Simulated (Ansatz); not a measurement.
System: Sb.

Input

```
crystal:
  lattice:
    - [3.081, 0.0, 0.0]
    - [0.0, 3.081, 0.0]
    - [0.0, 0.0, 3.16]
  atoms:
    - { symbol: Sb, position: [0.0, 0.0, 0.0] }
basis:
  ecutwfc: 420
kpoints:
  mp_grid: { grid: [16, 16, 16] }
hamiltonian:
  xc: pbesol
scf:
  occupations: { method: gaussian, width: 0.15 }
output:
  forces: true
  stress: true
  eigenvalues: true
  write_density: true
  write_potential: true
  elf: true
  volumetric_format: npy
```

Run with:

```sh
ansatz run input.yaml --threads 1 --pin off --max-ram 2560MiB --backend cpu --events-out ev --progress --plain --runs-dir out
```

Below, planes, directions and counts refer to the conventional cell (a = 3.08 Å, b = 3.08 Å, c = 3.16 Å, α = 90.00°, β = 90.00°, γ = 90.00°).

Space group P4/mmm; changed on purpose from its base cell (strain -0.025 along x and y, +0.000 along z, atoms carried along); computed pressure about −3 GPa in this cell; computed without spin polarisation.

Theory: Ansatz 0.2.0, DFT PBEsol, scalar-relativistic, plane waves, PAW.

> What can the converged valence pseudo-density and electron localisation function tell about the bonding?

Sb–Sb (3.08 Å): ρ at the midpoint is about 0.26 e/Å³; the ELF reaches about 0.55 near the midpoint.
Sb–Sb (3.16 Å): ρ is about 0.23 e/Å³ halfway; the ELF is about 0.55 at the midpoint.

> Does the calculation make it a metal, or give it a gap?

It is metallic or semimetallic at this level of theory: no gap opens.

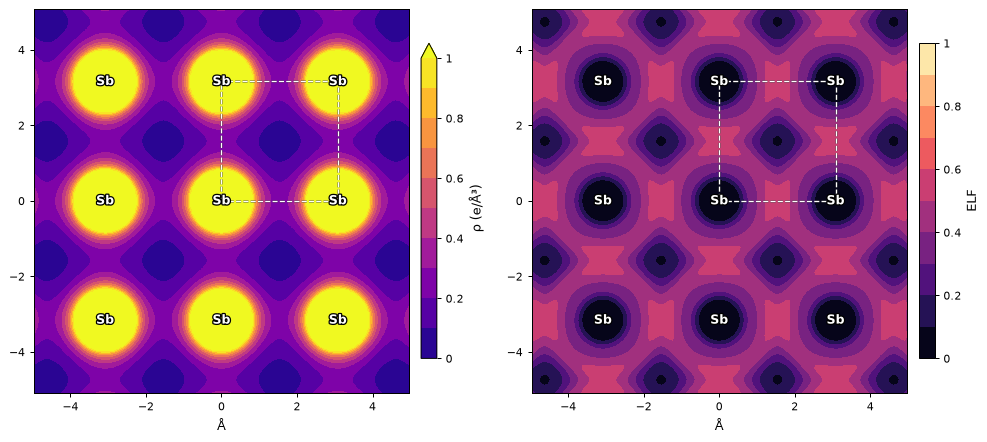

Computed valence pseudo-density and electron localisation function on the (100) plane of the conventional cell, in this order. 

Core electrons are frozen (PAW), and the valence fields are smoothed inside the atomic spheres.
